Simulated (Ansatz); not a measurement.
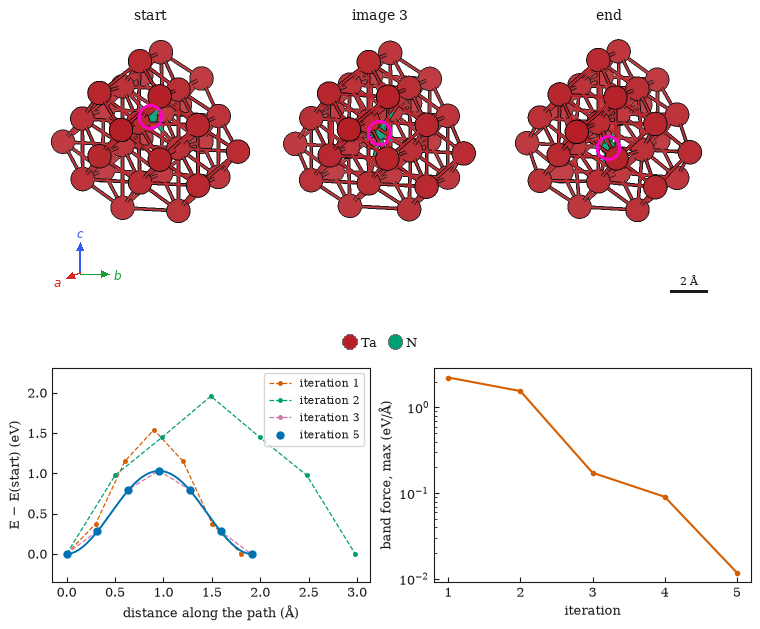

A search for the minimum-energy path of a defect cell of composition Ta16N (17 atoms in the cell) by the nudged elastic band. Images are numbered from 0 (start) to 6 (end). The plot follows the band through its iterations. Style: ball-and-stick. Shown: the atoms within 5.0 Å of the middle of the path, slightly off an axis. The moving atom is ringed, with any periodic copies. Bonds to atoms that aren't drawn are left out.

Computed with Ansatz, DFT PBE, scalar-relativistic, plane waves, PAW. Set-up: plane-wave cutoff 420 eV; k-point mesh 4 × 4 × 4; Gaussian smearing 0.1 eV; 5 movable images; climbing image.

How did the profile develop, and is the result final?

Answer. The run is converged, with reservations. The band converged in 5 iterations. The largest component of the band force went from 2.2 to 0.012 eV/Å. The climbing image converged on the top of the path. Its curvatures weren't checked. The first iteration put the highest image at 1.54 eV. The barrier is about 1.03 eV in both directions, with image 3 at the top; the ends have the same energy.

Limits of the set-up: the cell has an odd number of electrons but was run without spin polarisation; the periodic images lie only 6.6 Å apart, so the values are limited by the cell's size.

The run took 34 min on 4 threads of Intel(R) Xeon(R) Processor @ 2.50GHz (Skylake/Cascade Lake), on a shared host, peak memory 4.6 GiB.
